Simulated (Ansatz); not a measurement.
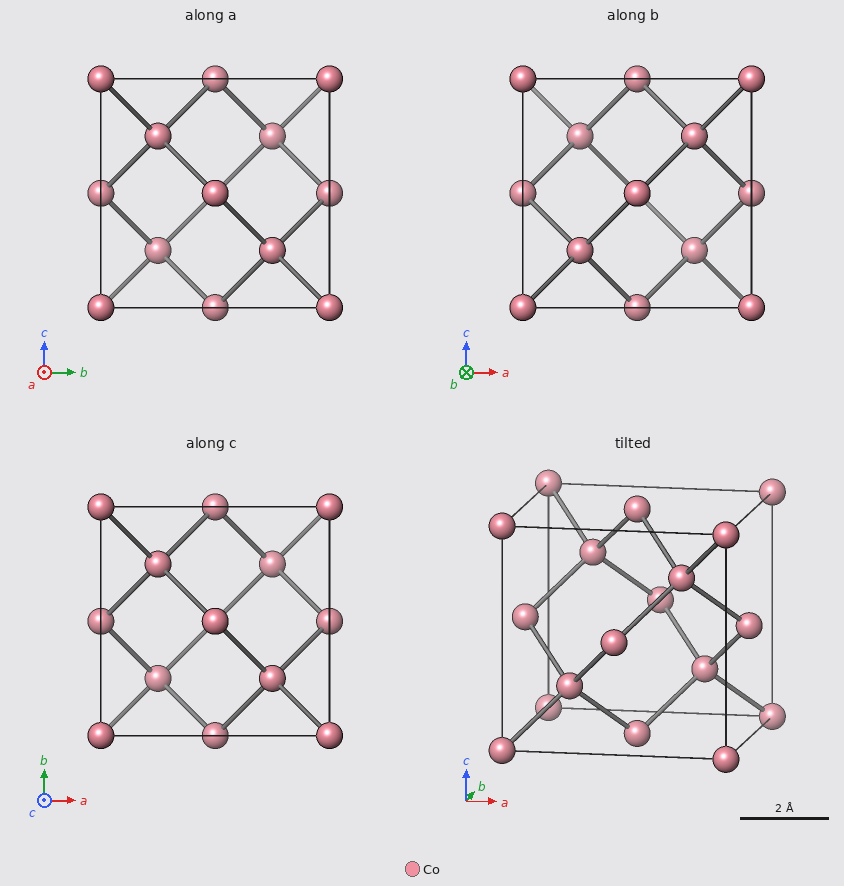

An orthographic ball-and-stick view of the structure, along the a axis, along the b axis, along the c axis and slightly off an axis. One conventional unit cell is outlined, and atoms on its boundary appear in each equivalent place.

Lattice parameters: a = 5.2098 Å, b = 5.2098 Å, c = 5.2098 Å, α = 90.000°, β = 90.000°, γ = 90.000°.

Set out the cell and atoms as a CIF with its space group and independent sites.

```cif
data_structure
_symmetry_space_group_name_H-M 'F d -3 m :1'
_symmetry_Int_Tables_number 227
_cell_length_a 5.2098
_cell_length_b 5.2098
_cell_length_c 5.2098
_cell_angle_alpha 90.000
_cell_angle_beta 90.000
_cell_angle_gamma 90.000
_cell_volume 141.41
loop_
_atom_site_label
_atom_site_type_symbol
_atom_site_symmetry_multiplicity
_atom_site_Wyckoff_symbol
_atom_site_fract_x
_atom_site_fract_y
_atom_site_fract_z
_atom_site_occupancy
Co1 Co 8 a 0.2500 0.7500 0.7500 1
```

Provenance: a structure type filled with this element by a generator (whether the element takes this form wasn't checked). Earlier steps of the study may have refined or changed the cell and positions. It went into a calculation with Ansatz.

At this level of theory the cell isn't at rest (stretched, at -7 GPa), so its distances can differ from those at equilibrium, the more so the softer the solid.
